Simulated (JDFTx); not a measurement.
Ti: geometry relaxation

The run: geometry relaxation of Ti (1 atom in the cell). Method and program: Kohn-Sham DFT of a periodic cell, PBEsol, PseudoDojo-SR-PBEsol-0.4.1-standard, no spin polarisation (JDFTx 1.7.0 (patched build)).

The structure derives from an entry of the Crystallography Open Database. It belongs to a series of runs on one base structure; here: relaxed cell strained by 0.01 in Voigt component 4.

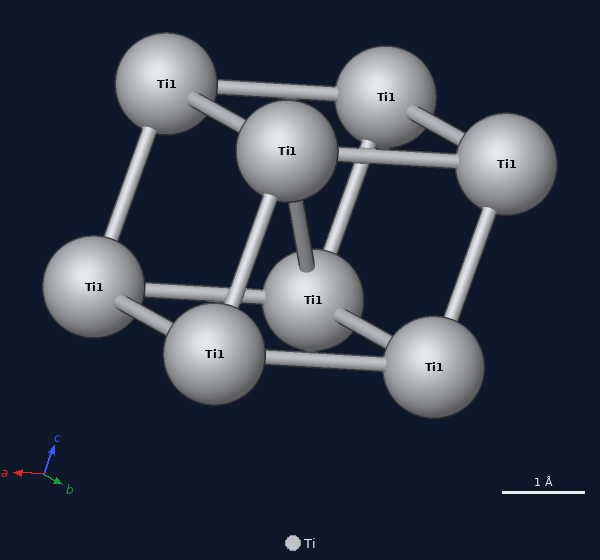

Figure 1. The structure as given in the input (ball-and-stick view of the cell of the calculation, seen at an oblique angle; atoms are numbered from 1 in the order of the input). Near neighbours in the crystal (not all of them lie inside the picture): Ti has 8 Ti at 2.77 to 2.79 Å.

Key numbers

| quantity | value |
| --- | --- |
| outcome | converged |
| space group (tolerance 0.01 Å) | Fmmm (69) |
| electrons treated | 12 |
| free energy | −1585.9564 eV |
| Fermi energy | 13.790 eV |
| gap on the k-point mesh | none (metallic) |
| pressure | 0.00 GPa |
| final volume | 16.54 Å³ |
| largest force (length of the vector) | under 0.001 eV/Å |
| hardware | 1 thread of Intel Xeon @ 2.90GHz (Ice Lake), 16 GiB of memory available, shared host |
| wall time | 81 s |
| peak memory | 0.18 GiB |

The input
```
lattice \
   -3.0332100040     3.0332100040     3.0332100040 \
    3.0483760539    -3.0180439541     3.0180439541 \
    3.0483760539     3.0180439541    -3.0180439541
coords-type Lattice
ion Ti     0.0000000000     0.0000000000     0.0000000000 1

ion-species pseudo/Ti.upf
elec-cutoff 42
elec-ex-corr gga-PBEsol
kpoint-folding 11 11 11
elec-smearing Fermi 0.0018374661
elec-n-bands 11
electronic-SCF nIterations 100 energyDiffThreshold 1e-10
electronic-minimize nIterations 30 energyDiffThreshold 1e-7
forces-output-coords Cartesian
ionic-minimize nIterations 20 energyDiffThreshold 1e-8 knormThreshold 2e-5

dump-name run.$VAR
dump End Ecomponents EigStats BandEigs Kpoints Forces Stress ElecDensity Dtot KEdensity
```

Command:
```bash
jdftx -c 1 -i Ti.in -o Ti.out
```

What the program printed
```
*************** JDFTx 1.7.0 (patched build) ***************

Input parsed successfully to the following command list (including defaults):
[... the input with its defaults ...]

---------- Setting up symmetries ----------

Found 8 point-group symmetries of the bravais lattice
Found 8 space-group symmetries with basis
Applied RMS atom displacement 0 bohrs to make symmetries exact.

---------- Initializing the Grid ----------
R =
[     -3.03321      3.03321      3.03321  ]
[      3.04838     -3.01804      3.01804  ]
[      3.04838      3.01804     -3.01804  ]
unit cell volume = 111.624
G =
[ 1.48293e-17    1.03058    1.03058  ]
[    1.03573 -0.00517879    1.03576  ]
[    1.03573    1.03576 -0.00517879  ]
Minimum fftbox size, Smin = [  32  32  32  ]
Chosen fftbox size, S = [  32  32  32  ]

---------- Exchange Correlation functional ----------
Initalized PBEsol GGA exchange.
Initalized PBEsol GGA correlation.

---------- Setting up pseudopotentials ----------
Width of ionic core gaussian charges (only for fluid interactions / plotting) set to 0

Reading pseudopotential file 'pseudo/Ti.upf':
  'Ti' pseudopotential, 'PBESOL' functional
  Generated using ONCVPSP code by D. R. Hamann
  12 valence electrons, 4 orbitals, 6 projectors, 1001 radial grid points, with lMax = 2
    3S    l: 0   occupation:  2.0   eigenvalue: -2.295026
    3P    l: 1   occupation:  6.0   eigenvalue: -1.424955
    3D    l: 2   occupation:  2.0   eigenvalue: -0.157121
    4S    l: 0   occupation:  2.0   eigenvalue: -0.164537
  Core radius for overlap checks: 1.61 bohrs.

Initialized 1 species with 1 total atoms.

Folded 1 k-points by 11x11x11 to 1331 k-points.

---------- Setting up k-points, bands, fillings ----------
Reduced to 216 k-points under symmetry.
Computing the number of bands and number of electrons
Calculating initial fillings.
nElectrons:  12.000000   nBands: 11   nStates: 216

----- Setting up reduced wavefunction bases (one per k-point) -----
average nbasis = 1451.263 , ideal nbasis = 1451.191

---------- Setting up ewald sum ----------
Optimum gaussian width for ewald sums = 1.894379 bohr.
Real space sum over 2197 unit cells with max indices [  6  6  6  ]
Reciprocal space sum over 2197 terms with max indices [  6  6  6  ]

---------- Allocating electronic variables ----------
Initializing wave functions:  linear combination of atomic orbitals
Note: number of bands (11) exceeds available atomic orbitals (10)
Ti pseudo-atom occupations:   s ( 2 2 )  p ( 6 )  d ( 2 )
	FillingsUpdate:  mu: +0.559661654  nElectrons: 12.000000
LCAOMinimize: Iter:   0  F: -58.2440203934087535  |grad|_K:  2.680e-04  alpha:  1.000e+00
	FillingsUpdate:  mu: +0.553576413  nElectrons: 12.000000
LCAOMinimize: Iter:   1  F: -58.2446218619875324  |grad|_K:  3.453e-06  alpha:  6.477e-01  linmin: -3.993e-03  cgtest:  2.629e-02
LCAOMinimize: Encountered beta<0, resetting CG.
	FillingsUpdate:  mu: +0.553570589  nElectrons: 12.000000
LCAOMinimize: Iter:   2  F: -58.2446219633426026  |grad|_K:  3.754e-07  alpha:  6.505e-01  linmin: -7.392e-05  cgtest:  4.297e-04
	FillingsUpdate:  mu: +0.553569522  nElectrons: 12.000000
LCAOMinimize: Iter:   3  F: -58.2446219649520174  |grad|_K:  5.535e-08  alpha:  8.744e-01  linmin:  1.265e-03  cgtest: -8.548e-03
LCAOMinimize: Converged (|Delta F|<1.000000e-06 for 2 iters).

-------- Electronic minimization -----------
Will mix electronic density at each iteration.
	FillingsUpdate:  mu: +0.553569522  nElectrons: 12.000000
	FillingsUpdate:  mu: +0.532129957  nElectrons: 12.000000
SCF: Cycle:  0   F: -58.265779301619098   dF: -2.116e-02   |Residual|: 1.224e-01   |deigs|: 4.657e-02
	FillingsUpdate:  mu: +0.510008095  nElectrons: 12.000000
SCF: Cycle:  1   F: -58.282345276524424   dF: -1.657e-02   |Residual|: 1.788e-02   |deigs|: 3.865e-02
	FillingsUpdate:  mu: +0.506308934  nElectrons: 12.000000
SCF: Cycle:  2   F: -58.282801706712327   dF: -4.564e-04   |Residual|: 8.395e-03   |deigs|: 6.011e-03
	FillingsUpdate:  mu: +0.507420576  nElectrons: 12.000000
SCF: Cycle:  3   F: -58.282800508195251   dF: +1.199e-06   |Residual|: 4.656e-03   |deigs|: 2.207e-03
	FillingsUpdate:  mu: +0.506749696  nElectrons: 12.000000
SCF: Cycle:  4   F: -58.282823672999832   dF: -2.316e-05   |Residual|: 5.802e-04   |deigs|: 1.178e-03
	FillingsUpdate:  mu: +0.506826778  nElectrons: 12.000000
SCF: Cycle:  5   F: -58.282823993751720   dF: -3.208e-07   |Residual|: 4.893e-04   |deigs|: 1.205e-04
	FillingsUpdate:  mu: +0.506741300  nElectrons: 12.000000
SCF: Cycle:  6   F: -58.282824442374917   dF: -4.486e-07   |Residual|: 4.735e-05   |deigs|: 1.514e-04
	FillingsUpdate:  mu: +0.506739880  nElectrons: 12.000000
SCF: Cycle:  7   F: -58.282824491219529   dF: -4.884e-08   |Residual|: 6.242e-05   |deigs|: 1.869e-05
	FillingsUpdate:  mu: +0.506749380  nElectrons: 12.000000
SCF: Cycle:  8   F: -58.282824512483906   dF: -2.126e-08   |Residual|: 2.833e-05   |deigs|: 2.269e-05
	FillingsUpdate:  mu: +0.506754815  nElectrons: 12.000000
SCF: Cycle:  9   F: -58.282824518273401   dF: -5.789e-09   |Residual|: 8.293e-06   |deigs|: 1.578e-05
	FillingsUpdate:  mu: +0.506755316  nElectrons: 12.000000
SCF: Cycle: 10   F: -58.282824519667294   dF: -1.394e-09   |Residual|: 1.153e-05   |deigs|: 2.401e-05
	FillingsUpdate:  mu: +0.506759994  nElectrons: 12.000000
SCF: Cycle: 11   F: -58.282824519951333   dF: -2.840e-10   |Residual|: 1.149e-05   |deigs|: 3.146e-05
	FillingsUpdate:  mu: +0.506758028  nElectrons: 12.000000
SCF: Cycle: 12   F: -58.282824520147912   dF: -1.966e-10   |Residual|: 1.607e-06   |deigs|: 2.346e-05
	FillingsUpdate:  mu: +0.506758255  nElectrons: 12.000000
SCF: Cycle: 13   F: -58.282824520158719   dF: -1.081e-11   |Residual|: 1.105e-06   |deigs|: 1.157e-05
	FillingsUpdate:  mu: +0.506757939  nElectrons: 12.000000
SCF: Cycle: 14   F: -58.282824520155948   dF: +2.771e-12   |Residual|: 1.516e-06   |deigs|: 3.483e-05
	FillingsUpdate:  mu: +0.506758270  nElectrons: 12.000000
SCF: Cycle: 15   F: -58.282824520160233   dF: -4.285e-12   |Residual|: 2.198e-07   |deigs|: 4.531e-05
	FillingsUpdate:  mu: +0.506758360  nElectrons: 12.000000
SCF: Cycle: 16   F: -58.282824520159195   dF: +1.037e-12   |Residual|: 3.311e-07   |deigs|: 9.030e-06
	FillingsUpdate:  mu: +0.506758330  nElectrons: 12.000000
SCF: Cycle: 17   F: -58.282824520159870   dF: -6.750e-13   |Residual|: 1.980e-07   |deigs|: 5.448e-06
	FillingsUpdate:  mu: +0.506758287  nElectrons: 12.000000
SCF: Cycle: 18   F: -58.282824520159686   dF: +1.847e-13   |Residual|: 2.917e-08   |deigs|: 5.036e-06
	FillingsUpdate:  mu: +0.506758280  nElectrons: 12.000000
SCF: Cycle: 19   F: -58.282824520161775   dF: -2.089e-12   |Residual|: 1.953e-08   |deigs|: 4.291e-06
SCF: Converged (|Residual|<1.000000e-07 for 2 iters).

Setting wave functions to eigenvectors of Hamiltonian

# Stress tensor in Cartesian coordinates [Eh/a0^3]:
[  2.47548e-07            0            0  ]
[            0 -2.74597e-07  1.25411e-05  ]
[            0  1.25411e-05 -2.74597e-07  ]

# Ionic positions in lattice coordinates:
ion Ti   0.000000000000000   0.000000000000000   0.000000000000000 1

# Forces in Cartesian coordinates:
force Ti   0.000000000000000   0.000000000000000   0.000000000000000 1

# Energy components:
   Eewald =      -43.1925779684277629
       EH =       11.7686917142742544
     Eloc =      -43.2011848947079002
      Enl =        0.4343685771480932
      Exc =       -8.6573248878441813
 Exc_core =        1.0143045143935425
       KE =       23.5516085768928072
-------------------------------------
     Etot =      -58.2821143682711522
       TS =        0.0007101518906243
-------------------------------------
        F =      -58.2828245201617747

IonicMinimize: Iter:   0  F: -58.282824520161775  |grad|_K:  0.000e+00
IonicMinimize: Converged (|grad|_K<2.000000e-05).

#--- Lowdin population analysis ---
# oxidation-state Ti +0.110

Dumping 'run.eigStats' ...
	eMin: -1.556755 at state 0 ( [ +0.000000 +0.000000 +0.000000 ] spin 0 )
	HOMO: +0.506421 at state 60 ( [ +0.090909 +0.181818 -0.363636 ] spin 0 )
	mu  : +0.506758
	LUMO: +0.506771 at state 83 ( [ +0.090909 -0.454545 -0.272727 ] spin 0 )
	eMax: +1.161842 at state 0 ( [ +0.000000 +0.000000 +0.000000 ] spin 0 )
	HOMO-LUMO gap: +0.000351
	Optical gap  : +0.002065 at state 208 ( [ +0.454545 +0.181818 -0.090909 ] spin 0 )
Done!
```
